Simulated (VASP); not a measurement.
CaO

```
CELL_PARAMETERS angstrom
2.49345 -2.49345 0.00000
2.49345 2.49345 0.00000
0.00000 0.00000 4.70444
ATOMIC_POSITIONS crystal
Ca 0.00000 0.00000 0.00000
Ca 0.50000 0.50000 0.50000
O 0.50000 0.50000 0.00000
O 0.00000 0.00000 0.50000
```

Space group I4/mmm; started from the rocksalt prototype, which need not be the ambient phase; changed on purpose from its base cell (epitaxial xy strain +4.0%); computed pressure about −4 GPa in this cell.

These are results of DFT, r2SCAN, plane waves, PAW in VASP 6.6.1, not measurements.

**Predict the valence pseudo-density and electron localisation function between the atoms.**

Ca–O (2.49 Å): ρ at the midpoint is about 0.21 e/Å³; the ELF is about 0.05 at the midpoint; a largely ionic contact.

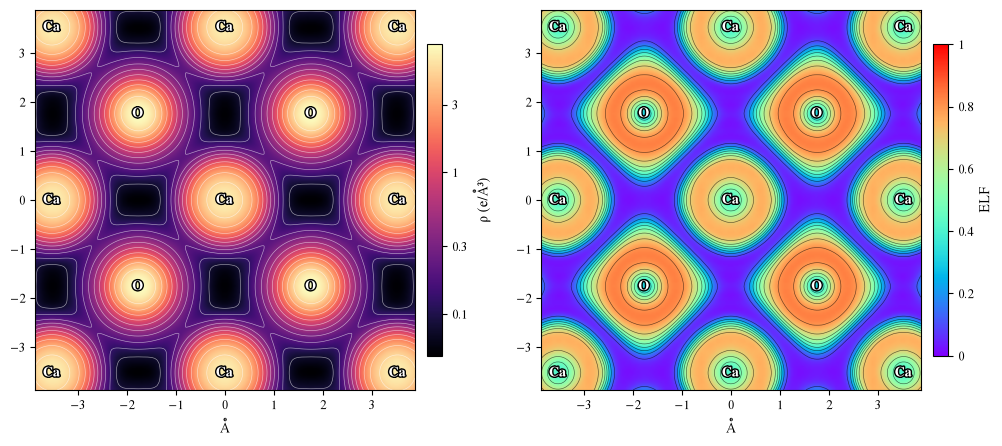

Computed valence pseudo-density and electron localisation function on the (001) plane of the conventional cell, in this order. 

The density is the valence pseudo-density of a PAW calculation; it isn't the true density close to the nuclei.
